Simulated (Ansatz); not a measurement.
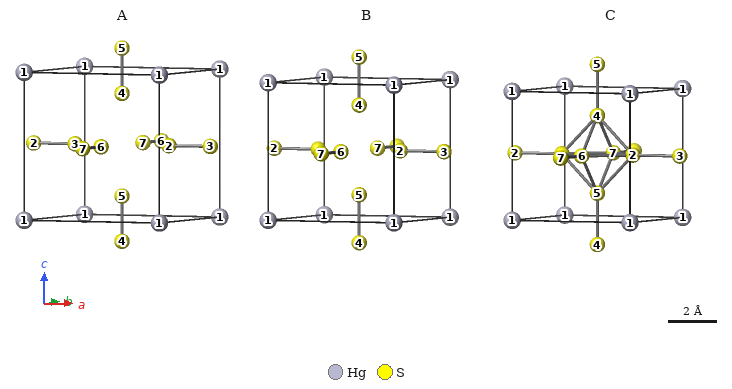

3 geometries from one relaxation of solid HgS₆ (a generated structure, set up in Pm-3m) (coarse preliminary run), in shuffled order. Style: ball-and-stick. Shown: the cell of the calculation, from a free direction.

These are results of DFT PBE, scalar-relativistic, plane waves, PAW (Ansatz), not measurements. Set-up: plane-wave cutoff 420 eV; k-point mesh 4 × 4 × 4; occupations gaussian; smearing width 0.1 eV; no spin polarisation; cell and atoms relaxed; force threshold 0.04 eV/Å; at most 70 steps.

Order the frames from highest to lowest energy.

Answer. C, B, A. They are steps 0, 2, 9, at +4.778 eV per cell of the calculation, +0.911 eV per cell of the calculation relative to the last. Over 7 accepted moves (9 points after the start) the energy falls by 4.778 eV per cell of the calculation. Largest force component: 4.2 eV/Å at the start, 0.018 eV/Å at the end. Pressure: 15.30 GPa at the start and 0.08 GPa at the end. At 2 points the geometry stayed and the basis and grid were re-selected for the new cell (energy shift of 56.8 meV per cell of the calculation at most each time). The largest moves relative to the cell, 0.29 Å, are those of S2, S3, S4, S5, S6 and S7. S2 goes along +a. Hg stays in place. The volume changes by +51.2 %, with a = b = c 5.481 → 6.291 Å (+14.8 %). Among the contacts that change: S2–S4 2.334 → 3.087 Å, S2–S3 2.180 → 1.926 Å. Bonds break: S2–S4 (2.33 → 3.09 Å), S2–S5 (2.33 → 3.09 Å), S2–S6 (2.33 → 3.09 Å), S2–S7 (2.33 → 3.09 Å). The space group stays Pm-3m (No. 221). The run took 40 s on 1 thread of Arm Neoverse V2 (shared host), peak memory 0.46 GiB.
